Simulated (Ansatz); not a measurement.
System ScHO₂ (space group R-3m, No. 166); source of the atomic positions: the input geometry of an electronic-structure calculation (not necessarily at equilibrium).

```
Sc H O
1.0
     3.23318    0.00000    0.00000
    -1.61659    2.80001    0.00000
     0.00000    0.00000   13.59277
Sc H O
3 3 6
Direct
  0.00000 0.00000 0.00000
  0.66667 0.33333 0.33333
  0.33333 0.66667 0.66667
  0.33333 0.66667 0.16667
  0.00000 0.00000 0.50000
  0.66667 0.33333 0.83333
  0.33333 0.66667 0.25637
  0.33333 0.66667 0.07697
  0.00000 0.00000 0.58970
  0.00000 0.00000 0.41030
  0.66667 0.33333 0.92303
  0.66667 0.33333 0.74363
```

Bonds are taken as H–O below 1.4 Å and O–Sc below 2.4 Å. Atoms with one bond or none are removed and atoms with two bonds are replaced by edges, until no such atom is left.

Derive the underlying net.

The result is a binodal (4,6)-connected, three-periodic net: O is a 4-connected node; Sc is a 6-connected node, in the ratio 2:1. H becomes part of the edges. It is a single net, without interpenetration.

| node | links | point symbol | coordination sequence |
| --- | --- | --- | --- |
| O | 4 | 4³·6³ | 4 15 27 49 76 |
| Sc | 6 | 4⁶·6⁶·8³ | 6 12 30 50 74 |

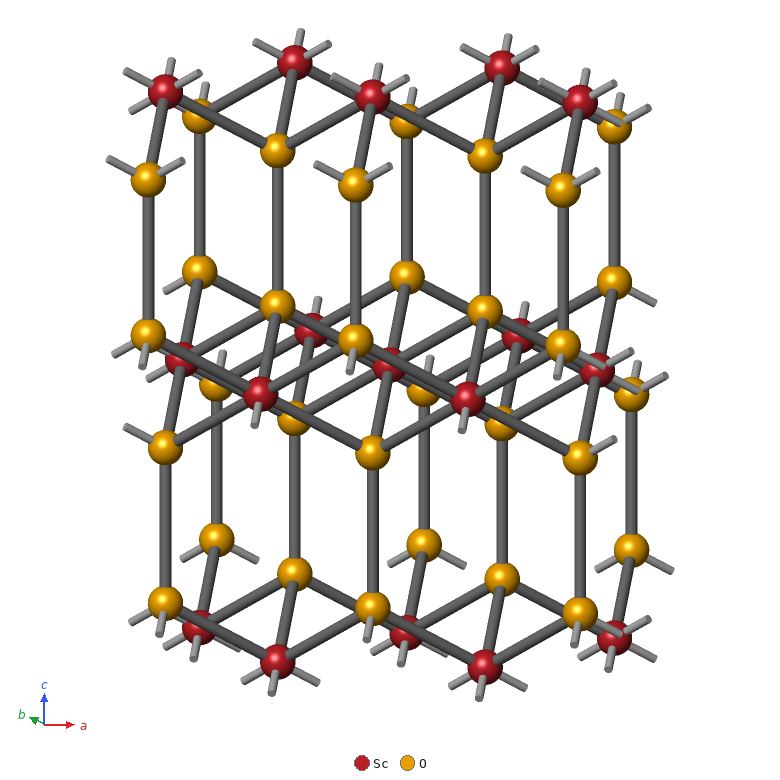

Nodes are coloured by element. Edges to nodes outside the piece are drawn as stubs.
